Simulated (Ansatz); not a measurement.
## Single-point calculation of WSe2

System: WSe2 (P-3m1, 6 atoms in the cell).
Method: DFT LDA, scalar-relativistic, plane waves, PAW, PAW set soft_1, no spin polarisation (Ansatz 0.2.0).

The structure derives from a Materials Project entry.

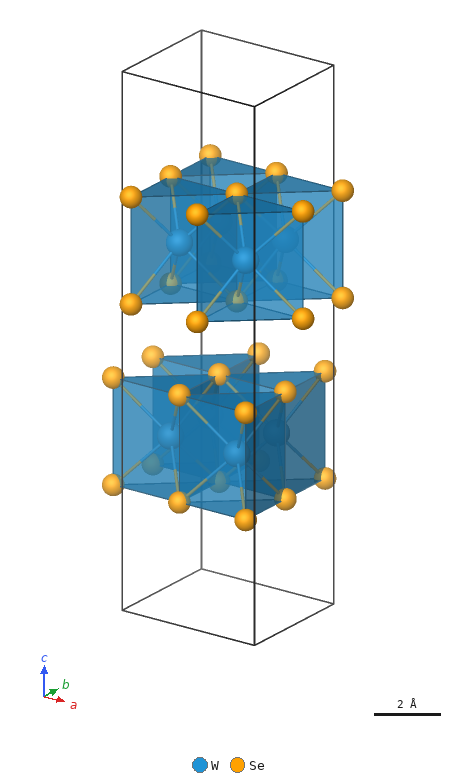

**Figure 1.** The structure as given in the input (polyhedral view of the 2 × 2 repeat of the cell, with the vacuum cut short, seen slightly off an axis; polyhedra are completed across the faces of the cell).

The input:
```yaml
crystal:
  lattice:
    - [3.2486079436, 0.0, 0.0]
    - [-1.6243039718, 2.8133770061, 0.0]
    - [0.0, 0.0, 23.6283233151]
  atoms:
    - { symbol: W, position: [0.6666666667, 0.3333333333, 0.1354666708] }
    - { symbol: W, position: [0.3333333333, 0.6666666667, 0.8645333292] }
    - { symbol: Se, position: [0.3333333333, 0.6666666667, 0.2058884835] }
    - { symbol: Se, position: [0.6666666667, 0.3333333333, 0.935110139] }
    - { symbol: Se, position: [0.3333333333, 0.6666666667, 0.064889861] }
    - { symbol: Se, position: [0.6666666667, 0.3333333333, 0.7941115165] }
basis:
  ecutwfc: 420
kpoints:
  mp_grid: { grid: [9, 9, 2] }
hamiltonian:
  xc: lda
  pseudopotentials: { kind: paw, azcp: { folder: soft_1 } }
scf:
  occupations: { method: gaussian, width: 0.05 }
output:
  forces: true
  stress: true
  eigenvalues: true
  write_density: true
  write_potential: true
  elf: true
  volumetric_format: npy
```

Machine: 2 threads of Arm Neoverse N1, 98 GiB of memory available, shared host.

Run as:
```bash
ansatz run input.yaml --threads 2 --pin off --max-ram 4096MiB --backend cpu --events-out ev --progress --plain --runs-dir out
```

Log:
```
Warning: [file] the record states the generating functional pbe (its physics header spells it `PBE`), which answers neither for hamiltonian.xc's functional nor for the lda family's — results may be inconsistent (PPs are generated against a specific XC)
Warning: [file] the record states the generating functional pbe (its physics header spells it `PBE`), which answers neither for hamiltonian.xc's functional nor for the lda family's — results may be inconsistent (PPs are generated against a specific XC)
Engine: ansatz 0.2.0, aarch64-unknown-linux-gnu
Pseudopotentials: kind: paw
Pseudopotential: W, paw, valence charge 14, recommended cutoff 420 eV (normal), [file]
Pseudopotential: Se, paw, valence charge 16, recommended cutoff 420 eV (normal), [file]
Functional definition: SPW92
  exchange = slater_x
  correlation = pw_c
Crystal: 6 atoms, lattice volume = 215.952 Å³
Basis set: ecut = 420 eV, 4279 PW (Γ)
Bands: 56, of which v1, the nominal top of the filled ones, is band 46 counted from 1 (45 counted from 0)
Symmetry: 12 space group operations
Space group: P-3m1 (ITA 164), of the structure as read, at distance tolerance 6.0e-5 Å
k-points: 24 of 162
Non-local potential: W, projectors of the file, l = 0: 3, l = 1: 2, l = 2: 2, l = 3: 1
Non-local potential: Se, projectors of the file, l = 0: 2, l = 1: 2, l = 2: 3, l = 3: 1
PAW form: soft (Blöchl's): semilocal exchange-correlation on the pseudo side does not see the compensation charge
PAW frozen core: W, regenerated for the run's functional, and the local potential with it (the file was generated under x = pbe(κ = 0.804, μ = 0.2195149727645171), c = pbe(β = 0.06672455060314922))
PAW frozen core: Se, regenerated for the run's functional, and the local potential with it (the file was generated under x = pbe(κ = 0.804, μ = 0.2195149727645171), c = pbe(β = 0.06672455060314922))
PAW one-centre angular grid: W, 590 points (default); XC on 64 Gauss nodes
PAW one-centre angular grid: Se, 590 points (default); XC on 64 Gauss nodes
Initial density: superposition of atomic densities (neutral atoms: chi_scale 0, normalization atom)
Initial wavefunctions: pseudopotential atomic-orbital guess
Functional: x = slater, c = lda
iter 1 solved again at ethr=2.68e-3 eV; its pass at ethr=3.10e-3 eV (dr2=2.46e0 eV) is discarded
SCF iter   1: F=—  HF=-41798.729036 eV  |F-HF|=—  |Δ(HF+E_count)|=         —  Δρ=2.51e-2  dr2=2.50e0  ethr=2.68e-3  ⟨swp⟩=1.0  Hψ=7213  notcnv=0
preconditioner: auto → Resta (q_TF=auto, 2.367 Å⁻¹)  ε∞=3.7  [insulator: Δε(μ)=1.378 eV  Ē_g=9.248 eV  σ=0.050 eV  W_gap=1.00  n_scr=46 (ndim 8)  ℏωp=15.2 eV  f_vac=0.453  D(μ)=0.00/eV (n_scr^D=0)  ε∞_Penn≈3.7  vacuum switching on, ρ_ref=6.2e-3 e/Å³]
SCF iter   2: F=—  HF=-41798.125267 eV  |F-HF|=—  |Δ(HF+E_count)|=   6.04e-1  Δρ=1.39e-2  dr2=4.70e-1  ethr=2.68e-3  ⟨swp⟩=2.8  Hψ=2269  notcnv=0  defer=10
SCF iter   3: F=—  HF=-41797.991328 eV  |F-HF|=—  |Δ(HF+E_count)|=   1.34e-1  Δρ=5.50e-3  dr2=2.37e-1  ethr=5.11e-4  ⟨swp⟩=3.0  Hψ=2305  notcnv=0  defer=40
SCF iter   4: F=—  HF=-41797.957342 eV  |F-HF|=—  |Δ(HF+E_count)|=   3.40e-2  Δρ=1.71e-3  dr2=9.94e-3  ethr=2.58e-4  ⟨swp⟩=2.5  Hψ=1841  notcnv=0  defer=64
SCF iter   5: F=—  HF=-41797.956111 eV  |F-HF|=—  |Δ(HF+E_count)|=   1.23e-3  Δρ=5.28e-4  dr2=2.78e-3  ethr=1.08e-5  ⟨swp⟩=3.2  Hψ=2453  notcnv=0  defer=64
SCF iter   6: F=—  HF=-41797.956074 eV  |F-HF|=—  |Δ(HF+E_count)|=   3.68e-5  Δρ=3.34e-4  dr2=8.53e-4  ethr=3.02e-6  ⟨swp⟩=2.0  Hψ=1512  notcnv=0  defer=64
SCF iter   7: F=—  HF=-41797.956059 eV  |F-HF|=—  |Δ(HF+E_count)|=   1.51e-5  Δρ=1.18e-4  dr2=4.21e-5  ethr=9.27e-7  ⟨swp⟩=2.0  Hψ=1478  notcnv=0  defer=64
SCF iter   8: F=—  HF=-41797.955998 eV  |F-HF|=—  |Δ(HF+E_count)|=   6.05e-5  Δρ=3.73e-5  dr2=6.32e-6  ethr=4.57e-8  ⟨swp⟩=2.5  Hψ=2165  notcnv=0  defer=64
SCF iter   9: F=—  HF=-41797.956001 eV  |F-HF|=—  |Δ(HF+E_count)|=   3.13e-6  Δρ=1.02e-5  dr2=7.65e-7  ethr=6.87e-9  ⟨swp⟩=2.3  Hψ=1868  notcnv=0  defer=64
SCF iter  10: F=-41797.956002 eV  HF=-41797.956002 eV  |F-HF|=1.16e-8  |Δ(HF+E_count)|=   1.92e-7  Δρ=2.48e-6  dr2=3.25e-8  ethr=1.09e-10  ⟨swp⟩=17.1  Hψ=11092  notcnv=0
SCF 1 converged in 10 iterations: F = -41797.956002 eV  dr2 = 3.25e-8
  greatest PAW one-centre occupation: 1.000 electrons in one spin orbital (limit 2), on the Se atom at site 5 (counted from 0), in its partial waves of l = 2
```

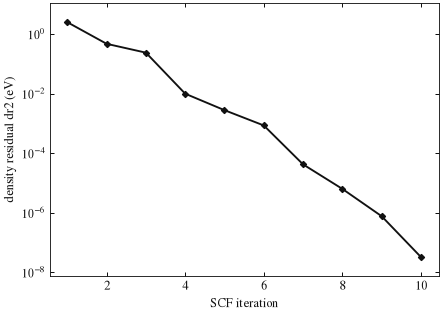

**Figure 2.** Convergence of the self-consistent field: density residual dr2 against the SCF iteration. The residual falls at every step.

```
WARN: The output density's exchange-correlation potential varies sharply where the density is thin. Do not read a vacuum level from v_tot or v_xc, or from such a field of the output density. On a cell that repeats whose density bears no net charge and no dipole along the vacuum's axis use v_es (v_loc + v_h of the components); under efield.dipole_correction with no amplitude use v_es + v_field, which holds any external_charges[].barrier, or the levels of the report's work_function block, which leave it out; under a non-zero efield.amplitude the vacuum is tilted and has no level; on a cell that repeats and bears such a dipole with no correction it is tilted too, and efield.dipole_correction with no amplitude gives each side of its ramp a level where efield: is served; in a cell that repeats whose density bears a net charge (total_charge, or a fill off its count) it is curved and has none; of a slab under crystal.periodic whose density bears no net charge use v_es, which has a level on each side, short of where the two are joined; of another it falls or rises all the way out and has none; of a slab beside external_charges read slab_vacuum_level instead, which it has where they leave it neutral. The grid or the basis barely resolves most such structure, and the values can differ between equally converged runs; as a rule a tighter scf.convergence.dr2_threshold does not remove it. Where the density itself ripples (under the LDA too) a higher basis.ecutwfc lessens it. The files hold the spikes' plane waves up to the density's cutoff. Files: v_tot_of_output_density and the like, and their columns of v_z.tsv (output.write_potential); v_xc_of_output_density and the like, and their columns of v_comp_z.tsv (output.write_potential_components). Measured: with its Gaussian average of σ = 0.25 Å subtracted twice, the exchange-correlation potential is over 0.1 eV at 22 of the grid points where the equally averaged density (valence and model cores) is under 1e-3 e/Å³, and 0.161 eV at the most among them, at an averaged density of 8.1e-6 e/Å³. The input density's (outcome.potential() and, of a run that writes arrays, v_tot and v_xc) is over 0.1 eV, so measured, at 22 points of its own thin density, 0.169 eV at the most. See output.write_potential in the manual, Limitations
SCF converged after 10 iterations
Free energy (F): -41797.956002 eV
Harris-Foulkes:  -41797.956002 eV  (|F-HF|=1.16e-8)
Internal energy: -41797.956002 eV  (E = F + TS)
E sigma→0 (E₀):  -41797.956002 eV
Fermi energy:    5.210592 eV
--- Per-component energies (eV) ---
  E_band       = -2449.493082
  E_kinetic    = 1296.771705
  E_local      = -89421.670745  (includes V_loc(G=0)·N_el)
  E_nonlocal   = -1439.827000
  E_hartree    = 44528.367111
  E_xc         = -874.196246
  E_vxc        = -829.767986  (∫ρ·V_xc dr)
  E_paw        = -24832.226757  (= ΣΔE_a)
  E_vpaw       = -1111.687274  (= ΣTr[D̂ρ^β])
  E_aug_tail   = -0.001209  (compensation charges beyond the density's cutoff)
  E_ewald      = 28935.391202
  E_core_change = 9.435938  (= ΣΔE_core)
  E_smearing   = -0.000000  (= −TS)
  E_closure    = -0.000000  (closes the sum)
  Σ components = -41797.956002   (vs F -41797.956002, Δ=0.00e0)
--- Forces (eV/Å), atoms counted from 1 ---
  atom   1  W      0.00000000    -0.00000000    -0.00005701
  atom   2  W      0.00000000     0.00000000     0.00005701
  atom   3  Se     0.00000000     0.00000000     0.00005329
  atom   4  Se    -0.00000000    -0.00000000     0.00073741
  atom   5  Se    -0.00000000     0.00000000    -0.00073741
  atom   6  Se     0.00000000    -0.00000000    -0.00005329
  max |Σ_I F_I| component: 2.31e-17 eV/Å
--- Stress (GPa, compression-positive) ---
       -0.000745       0.000000       0.000000
        0.000000      -0.000745       0.000000
       -0.000000       0.000000       0.000626
  P = ⅓ Tr σ = -0.0003 GPa (-0.003 kbar)
--- Band table (eV; the first three rows and the last of 24) ---
  k-point 0: bands = ["-69.4980", "-69.4980", "-43.2967", "-43.2967", "-43.2966", "-43.2966", "-43.2814", "-43.2814", "-43.2814", "-43.2814", "-43.2695", "-43.2695", "-43.2691", "-43.2691", "-43.2583", "-43.2579", "-43.2494", "-43.2494", "-43.2494", "-43.2494", "-43.2361", "-43.2361", "-33.7799", "-33.7798", "-33.6034", "-33.6034", "-33.6034", "-33.6034", "-10.7371", "-10.5865", "-9.4551", "-9.2136", "-2.3593", "-1.7337", "1.4560", "2.0046", "2.0046", "2.0138", "2.0138", "2.7215", "3.1823", "3.1823", "3.2132", "3.2132", "3.7452", "4.5194", "7.4531", "7.4531", "7.4986", "7.4986", "7.6352", "7.6352", "7.7396", "7.7396", "8.9251", "9.1330"]
  k-point 1: bands = ["-69.4980", "-69.4980", "-43.2967", "-43.2967", "-43.2966", "-43.2966", "-43.2814", "-43.2814", "-43.2814", "-43.2814", "-43.2695", "-43.2695", "-43.2691", "-43.2691", "-43.2583", "-43.2579", "-43.2494", "-43.2494", "-43.2494", "-43.2494", "-43.2361", "-43.2361", "-33.7799", "-33.7799", "-33.6034", "-33.6034", "-33.6034", "-33.6034", "-10.7371", "-10.5865", "-9.4551", "-9.2136", "-2.3593", "-1.7337", "1.4560", "2.0046", "2.0046", "2.0138", "2.0138", "2.7215", "3.1823", "3.1823", "3.2132", "3.2132", "3.7452", "4.5194", "7.4531", "7.4531", "7.4986", "7.4986", "7.6351", "7.6351", "7.7396", "7.7396", "8.9813", "9.0401"]
  k-point 2: bands = ["-69.4966", "-69.4966", "-43.2967", "-43.2966", "-43.2960", "-43.2960", "-43.2814", "-43.2814", "-43.2808", "-43.2808", "-43.2698", "-43.2696", "-43.2694", "-43.2692", "-43.2580", "-43.2576", "-43.2496", "-43.2496", "-43.2494", "-43.2494", "-43.2358", "-43.2358", "-33.7731", "-33.7731", "-33.6358", "-33.6358", "-33.6108", "-33.6108", "-10.5418", "-10.3917", "-9.3520", "-9.1218", "-2.1148", "-1.4888", "1.2178", "1.4508", "1.4717", "2.1028", "2.1929", "2.2092", "2.8642", "2.9014", "3.1137", "3.3638", "3.7489", "4.2945", "6.9249", "7.0518", "7.1108", "7.2322", "7.3457", "7.5013", "7.7789", "7.8434", "9.3791", "9.5387"]
  k-point 23: bands = ["-69.4841", "-69.4841", "-43.2942", "-43.2942", "-43.2934", "-43.2933", "-43.2789", "-43.2789", "-43.2781", "-43.2781", "-43.2715", "-43.2709", "-43.2705", "-43.2705", "-43.2553", "-43.2553", "-43.2512", "-43.2512", "-43.2506", "-43.2506", "-43.2333", "-43.2333", "-33.8080", "-33.8080", "-33.7772", "-33.7772", "-33.7149", "-33.7149", "-8.1953", "-8.1953", "-8.1296", "-8.1296", "-1.2791", "-1.1621", "-1.0600", "-1.0600", "-0.2037", "-0.0406", "0.4935", "0.4935", "1.0408", "1.0408", "2.0149", "2.0149", "4.2729", "4.4251", "6.1088", "6.1088", "6.7994", "7.4907", "7.9799", "7.9799", "9.4362", "9.4362", "10.5253", "10.5253"]
```

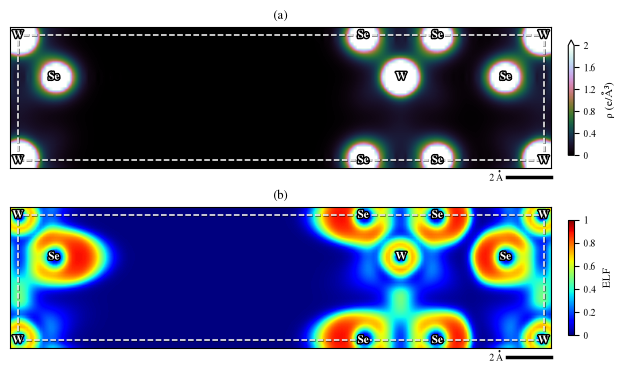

**Figure 3.** (a) valence pseudo-density; (b) ELF on the (110) plane of the conventional cell. The section cuts through W and Se sites. W–Se (2.51 Å): ρ is about 0.57 e/Å³ halfway; the ELF is about 0.50 at the midpoint. The density dies away to nearly zero in the voids. The strong features right at W lie inside the PAW spheres (semicore, d or f shells) and say nothing about bonding. The fields are those of the smooth PAW valence density.

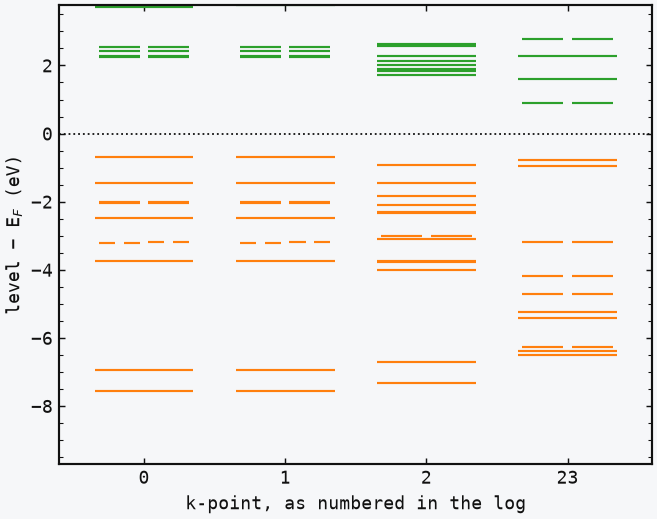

**Figure 4.** Kohn–Sham levels near the Fermi level (dotted) at the few k-points that the log prints; levels within 0.02 eV of each other stand side by side. Among these points the highest filled and lowest empty levels are 1.59 eV apart; the gap on the full mesh, 1.39 eV, has an edge at a point that isn't printed.

Summary:

```csv
quantity,value
outcome,converged
space group (tolerance 0.01 Å),P-3m1 (164)
electrons treated,92
free energy,−41797.9560 eV
Fermi energy,5.211 eV
gap on the k-point mesh,1.39 eV
pressure,0.00 GPa
largest force (length of the vector),0.001 eV/Å
wall time,21 s (CPU time 41 s)
peak memory,0.56 GiB
```

Notes:

The program warns: the PAW datasets were made with another functional; the exchange-correlation potential is rough where the density is thin. Spin–orbit coupling is left out, which matters for W.
